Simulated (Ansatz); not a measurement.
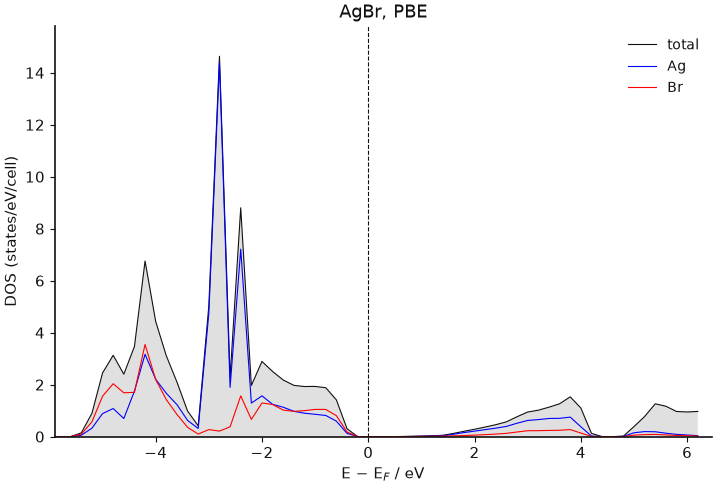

Write a caption that states what the plot shows.

Density of states of AgBr, space group Fm-3m, 2 atoms in the cell. Method: DFT, PBE, PAW with Ansatz's default frozen-core files, scalar-relativistic, no spin polarisation, 7×7×7 k mesh, 420 eV cutoff (Ansatz 0.2.0). Energies are counted from the Fermi level. The partial curves are projected on Löwdin-orthogonalised atomic shells; they sum to less than the total at higher energies, where shells without a projector contribute.

There is a gap; over the k points computed it is 0.68 eV. By projected weight, the top eV of the valence band is Br (55 %) and Ag (45 %). The tallest peak in the window is at −2.8 eV; by projected weight it is Ag almost alone.
